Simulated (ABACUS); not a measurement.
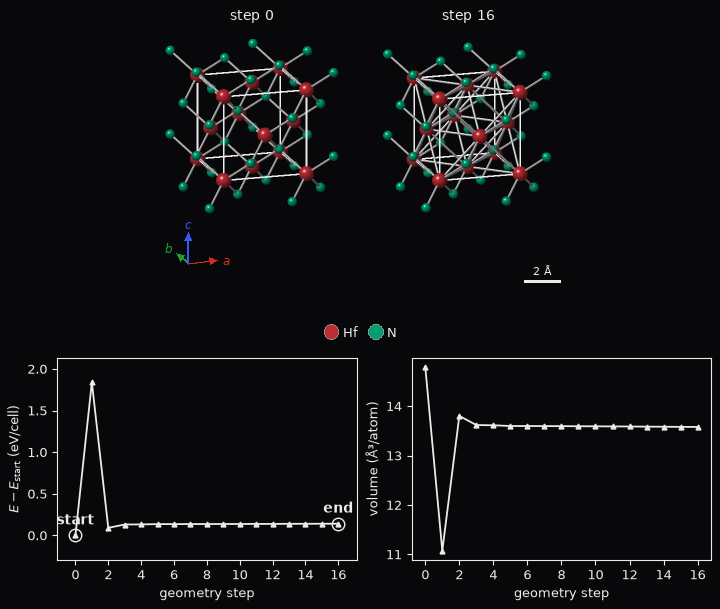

First and last geometry of a relaxation of crystalline HfN (set up in F-43m), with the history of the run. Style: ball-and-stick. Shown: the conventional cell (4 times the calculation's cell), slightly off an axis. Lengths and directions refer to the drawn axes.

The run lets cell and atoms move.

Method: Kohn-Sham DFT of a periodic cell, PBE, PseudoDojo NC SR 0.4.1 PBE standard in ABACUS.

Input file:
```
INPUT_PARAMETERS
suffix              HfN
calculation         cell-relax
basis_type          pw
pseudo_dir          ./
symmetry            1
dft_functional      pbe
ecutwfc             84
pseudo_rcut         7
nspin               1
nbands              13
ks_solver           dav
smearing_method     fd
smearing_sigma      0.00367493
scf_thr             1e-08
scf_nmax            100
mixing_type         broyden
mixing_beta         0.7
cal_force           1
cal_stress          1
relax_nmax          60
force_thr_ev        0.005
relax_method        cg
out_stru            1
stress_thr          1
press1              200
press2              200
press3              200
kpar                4
```

Run as
```bash
OMP_NUM_THREADS=1 mpirun -np 4 abacus > log
```

> Did the run converge, and what did it change?

It converged. No atom moves by more than 0.005 Å relative to the cell. The drawn cell changes as follows: a = b = c 4.910 → 4.772 Å (−2.8 %); the volume changes by −8.2 %. Near-neighbour distances that change, for instance: Hf–Hf 3.472 → 3.374 Å, Hf–N 2.126 → 2.066 Å. The space group stays F-43m (No. 216). The energy rises by 0.141 eV per cell of the calculation in 16 geometry steps. With the target pressure of 20 GPa, the enthalpy E + pV changes by −0.162 eV per cell of the calculation. All forces vanish by symmetry, so only the cell relaxes. The pressure goes from 0.07 to 19.92 GPa.
